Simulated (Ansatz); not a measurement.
# A thicker film of SiC (10-10) from four thinner ones

In a field along its normal an insulating film takes a dipole p. Written as a length, p/(ε₀AE), it should grow by 1 − 1/ε for each ångström added.

Set-up. Ansatz 0.2.0, plane waves with PAW datasets (its set soft_2), PBE; wurtzite films relaxed at a bulk in-plane lattice constant near the measured one, then held in weak fields of both signs with a dipole correction (A is the cell's area, E the outer field).

```
    run  distance between the outer atoms (Å)  p/(ε₀AE) (Å)
3 units                                 6.095         7.826
4 units                                 8.776        10.121
5 units                                11.459        12.405
6 units                                14.141        14.697
8 units                                19.504             ?
```

Q: Estimate the withheld value from the rows shown.

A least-squares line through the 4 rows shown has slope 0.8537 and intercept 2.6247; no row lies more than 0.004 Å off it. That slope means ε = 1/(1 − 0.8537) = 6.84. At 19.504 it gives 0.8537 × 19.504 + 2.6247 = 19.275 Å, beyond the rows fitted. Rounding and scatter of the rows alone allow about ±0.010 Å there.

The run itself gives 19.286 Å: a miss of +0.011 Å, or 0.1 % of the value. The length is met to within 1 %, though ε is more sensitive than the length: the two thickest films give ε = 6.93.

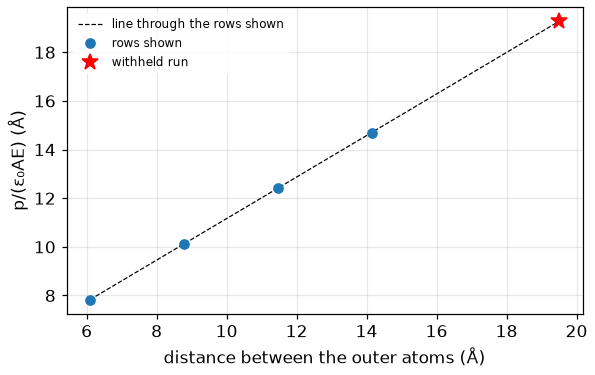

The fit and the withheld run.

Caveats: This is the electronic response alone. A unit is one step of the cut along the normal (a plane, a pair of planes or a cell), and the layers relax along it, away from their bulk spacing where the functional's lattice constant differs from the one held.

[Logs are printed without paths, hosts, clocks, repeated set-up lines and the standing remarks that a program may print on its own settings, such as how far it seeks lower states.]
